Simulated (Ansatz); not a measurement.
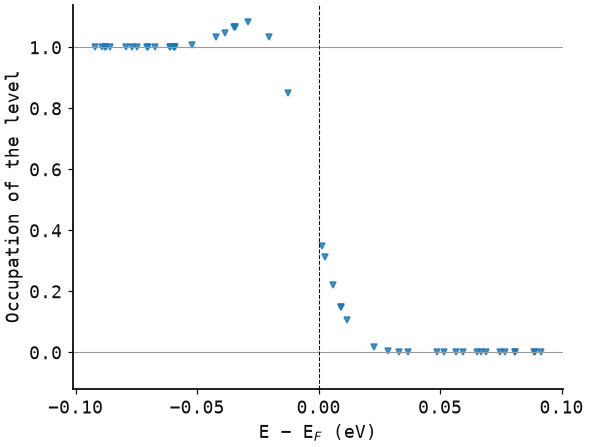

Occupations of the one-electron levels of the k mesh against their energy, from a run on I, space group P6_3/mmc (No. 194), 2 atoms in the cell, with Ansatz.

### Name the smearing function and its width.

cold (Marzari-Vanderbilt) smearing with a width of 0.02 eV. The occupations overshoot 1 below the Fermi level (up to 1.08) but never turn negative, and they are not symmetric about it.
